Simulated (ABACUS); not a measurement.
# Cr: 7 runs along one coordinate

System: Cr (1 atom in the cell).
Method: Kohn-Sham DFT of a periodic cell, PBE, PseudoDojo NC SR 0.4.1 PBE standard, spin-polarised (ABACUS 3.10.1).

The 7 runs differ only in the geometry, by an even scaling of the cell at fixed fractional positions. The structure derives from a Materials Project entry.

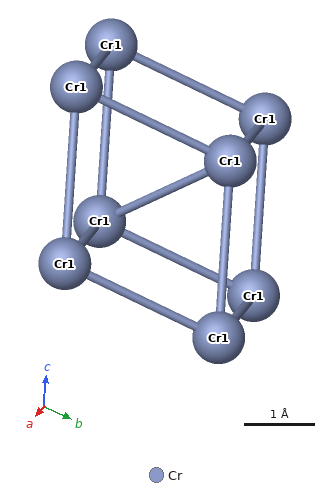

Figure 1. The structure of run 4 (ball-and-stick view of the cell of the calculation, seen slightly off an axis; atoms are numbered from 1 in the order of the input).

### Input file of run 4
```
INPUT_PARAMETERS
suffix              Cr
calculation         scf
basis_type          lcao
pseudo_dir          ./
orbital_dir         ./
symmetry            1
dft_functional      pbe
ecutwfc             100
pseudo_rcut         10
nspin               2
nbands              13
ks_solver           genelpa
smearing_method     fd
smearing_sigma      0.00367493
scf_thr             1e-07
scf_nmax            100
mixing_type         broyden
mixing_beta         0.4
cal_force           1
cal_stress          1
out_mul             1
```

### File STRU of run 4
```
ATOMIC_SPECIES
Cr 51.9961 Cr.upf

NUMERICAL_ORBITAL
Cr_confined-atom_7au_3s2p2d1f.orb

LATTICE_CONSTANT
1.8897261246

LATTICE_VECTORS
-1.4844496776 1.4844496776 1.4844496776
1.4844496776 -1.4844496776 1.4844496776
1.4844496776 1.4844496776 -1.4844496776

ATOMIC_POSITIONS
Direct

Cr
0.0
1
0.0000000000 0.0000000000 0.0000000000 1 1 1 mag 3
```

### File KPT of run 4
```
K_POINTS
0
Gamma
12 12 12 0 0 0
```

Command:
```bash
OMP_NUM_THREADS=1 mpirun -np 4 abacus > log
```

Run 2 differs from it as follows:
```diff
--1.4844496776 1.4844496776 1.4844496776
-1.4844496776 -1.4844496776 1.4844496776
-1.4844496776 1.4844496776 -1.4844496776
+-1.4643870875 1.4643870875 1.4643870875
+1.4643870875 -1.4643870875 1.4643870875
+1.4643870875 1.4643870875 -1.4643870875
```

### Results, with one run withheld

```csv
run,volume per atom (Å³),"free energy per atom, from the lowest run given (meV)",pressure (GPa)
1,12.299,0.00,−14.48
2,12.561,?,?
3,12.823,59.77,−21.80
4,13.084,97.85,−24.83
5,13.346,140.76,−27.50
6,13.608,187.48,−29.84
7,13.870,238.02,−31.89
```

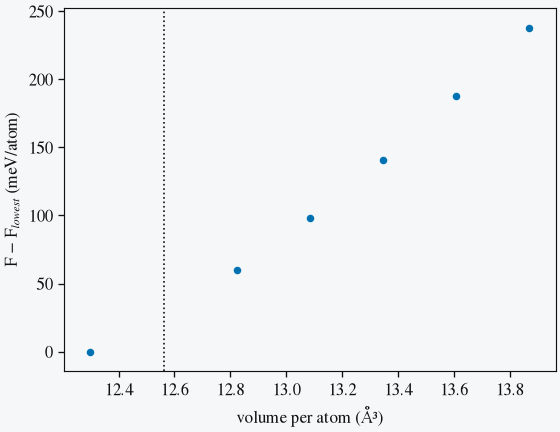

Figure 2. Free energy per atom of the runs given; the dotted line marks run 2.

Fit the runs given and predict run 2.

A cubic polynomial in V^(−2/3) (the Birch–Murnaghan form), fitted to the 6 runs given, misses them by at most 0.09 meV per atom. With x = V^(−2/3) − 0.17945 Å⁻², it reads F = 109 − 17562 x + 5.1574e+05 x² + 1.0953e+06 x³ (meV per atom). At run 2 it gives 26.88 meV per atom, and the run itself gives 26.89. The slope of the fit gives a pressure −dF/dV of −18.36 GPa there, and the run prints −18.37 GPa. The fit has no minimum inside this range.

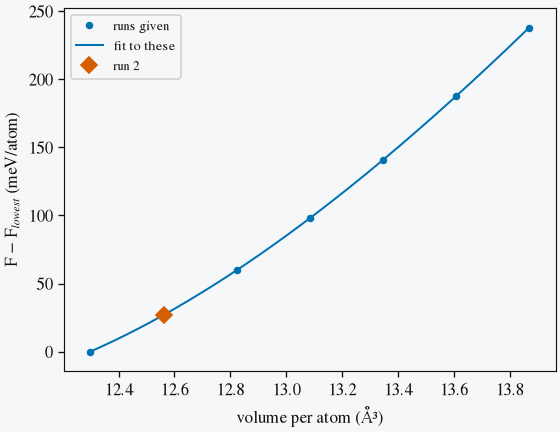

Figure 3. The fit and the withheld run.

### Some lines of the output (run 2)
```
[...]
 E_Fermi        1.3068729532         17.7809187260
 E_Fermi        1.3063969375         17.7744421995
 E_Fermi        1.3062821566         17.7728805249
 E_Fermi        1.3062702383         17.7727183681
 E_Fermi        1.3062875314         17.7729536536
 E_Fermi        1.3062873889         17.7729517145
 E_Fermi        1.3062866732         17.7729419776
 E_Fermi        1.3062866894         17.7729421968
 E_KS(sigma->0) -177.9942303988      -2421.7357445479
 E_Fermi        1.3062866760         17.7729420157
 final etot is -2421.7384683 eV
 EFERMI = 17.772942016 eV
 TOTAL-PRESSURE: -183.694986 KBAR
 !FINAL_ETOT_IS -2421.7384682520910246 eV
```

Notes: Points of doubt noted for this run: home made orbitals.
